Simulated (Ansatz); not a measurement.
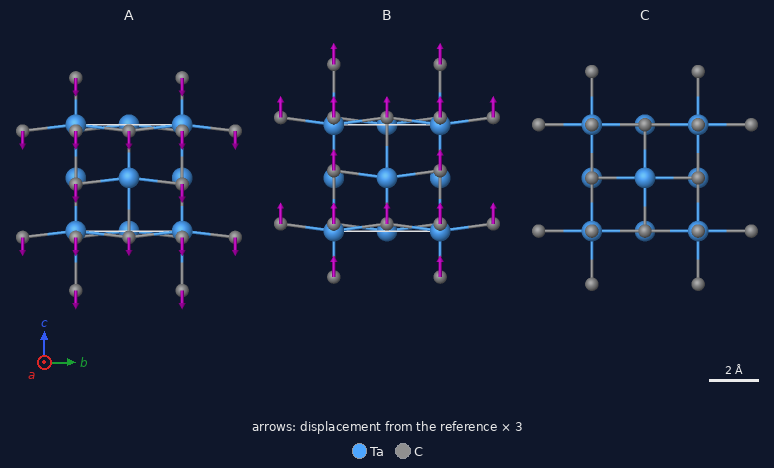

Energy scan for a crystal of Ta4C3 (Pm-3m), in which the whole C sublattice is shifted rigidly, towards the nearest copy of atom 2 (Ta) at 2.212 Å, all else fixed. A ball-and-stick model of the cell of the calculation, seen along the a axis. Purple arrows: displacements from the reference.

Computed with Ansatz, DFT r2SCAN, scalar-relativistic, plane waves, PAW. (plane-wave cutoff 500 eV; k-point mesh 10 × 10 × 10; occupations gaussian; smearing width 0.15 eV; no spin polarisation). Energies (free energies at the smearing named) are counted from the relaxed crystal.

Question: Rank the frames from lowest to highest energy.

Answer: Lowest first: C (the displacement 0.00 Å, 0 meV/cell), A (the displacement 0.2625 Å, 1415 meV/cell), B (the displacement −0.30 Å, 1891 meV/cell). Over the whole scan: of the computed points the lowest is at the displacement 0.00 Å, 0 meV/cell. At the ends of the scan the energy is 1891 meV/cell (−0.30 Å) and 1891 meV/cell (0.30 Å). The curvature at zero is about 39 eV/Å² per cell. The well is symmetric. At the highest point the shortest interatomic distance is 1.91 Å, against 2.21 Å in the reference. The distortion takes the space group from Pm-3m to P4mm.
